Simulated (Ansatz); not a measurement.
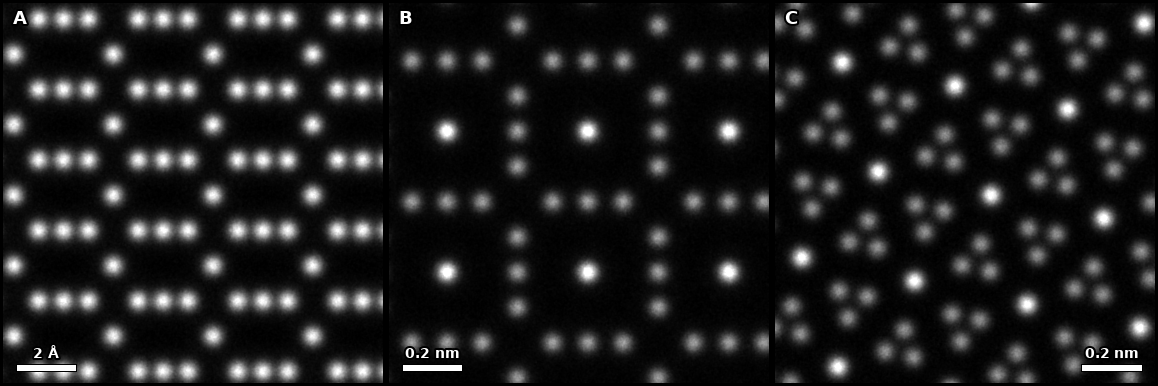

Three views of P (Pm-3n, No. 223) along different zone axes. Simulation: incoherent imaging, intensity Z^1.7 per atom, probe width 0.50 Å, thin sample. The probe carries 25 % of its weight in a tail 2.5 times as wide. Shot noise was added. Model: a calculation's starting geometry; the starting structure was generated, so it need not be a known form of this composition.

```yaml
crystal:
  lattice:
    - [4.82177, 0.00000, 0.00000]
    - [0.00000, 4.82177, 0.00000]
    - [0.00000, 0.00000, 4.82177]
  atoms:
    - { symbol: P, position: [0.00000, 0.00000, 0.00000] }
    - { symbol: P, position: [0.50000, 0.50000, 0.50000] }
    - { symbol: P, position: [0.25000, 0.00000, 0.50000] }
    - { symbol: P, position: [0.75000, 0.00000, 0.50000] }
    - { symbol: P, position: [0.50000, 0.25000, 0.00000] }
    - { symbol: P, position: [0.50000, 0.75000, 0.00000] }
    - { symbol: P, position: [0.00000, 0.50000, 0.25000] }
    - { symbol: P, position: [0.00000, 0.50000, 0.75000] }
```

> Match the panels to the zone axes [001], [110] and [111].

A is [110]: projected cell 2.41 × 3.41 Å, 90°, plane group p2mm. B is [001]: projected cell 4.82 × 4.82 Å, 90°, plane group p4mm. C is [111]: projected cell 3.94 × 3.94 Å, 120°, plane group p6mm.
